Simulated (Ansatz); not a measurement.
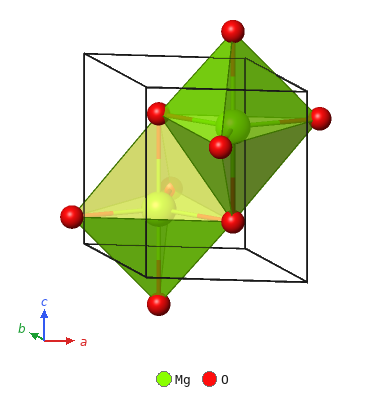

This polyhedral model is shown slightly off an axis. Atoms at the boundary of the conventional unit cell (the box) are drawn once for each face, edge or corner they touch. Some atoms of the next cells are drawn as well.

MgO, space group P6_3/mmc (No. 194), a = 3.484 Å, b = 3.484 Å, c = 4.185 Å, α = 90.00°, β = 90.00°, γ = 120.00°. The initial geometry was a structure listed in the Materials Project. Earlier steps of the study may have refined or changed the cell and positions. It was the input of a calculation with Ansatz.

This one geometry was computed with Ansatz (DFT, plane waves, PAW) at three levels of theory: r2SCAN, PBE and HSE06. It was relaxed beforehand with r2SCAN.

Question: Which level gives the highest pressure at this volume, and what does that say about its equilibrium volume?

Answer: Highest: PBE (4.5 GPa), which points to the largest equilibrium volume. Lowest, with the smallest volume: r2SCAN (0.0 GPa) and HSE06 (-0.1 GPa). Levels within 0.5 GPa of each other can't be told apart.

Question: How does the band gap change with the level of theory?

Answer: PBE: a gap of 3.45 eV, direct; r2SCAN: a gap of 4.09 eV, direct; HSE06: a gap of 5.05 eV, direct.

Question: Collect the results in a table.

Answer:
| level | cutoff (eV) | k-mesh of the run's cell | gap (eV) | pressure (GPa) |
| --- | --- | --- | --- | --- |
| r2SCAN | 500 | 12×12×6 | 4.09 | 0.0 |
| PBE | 420 | 12×12×6 | 3.45 | 4.5 |
| HSE06 | 420 | 6×6×4 | 5.05 | -0.1 |

Gaps are taken on the k-mesh or band path of each run.
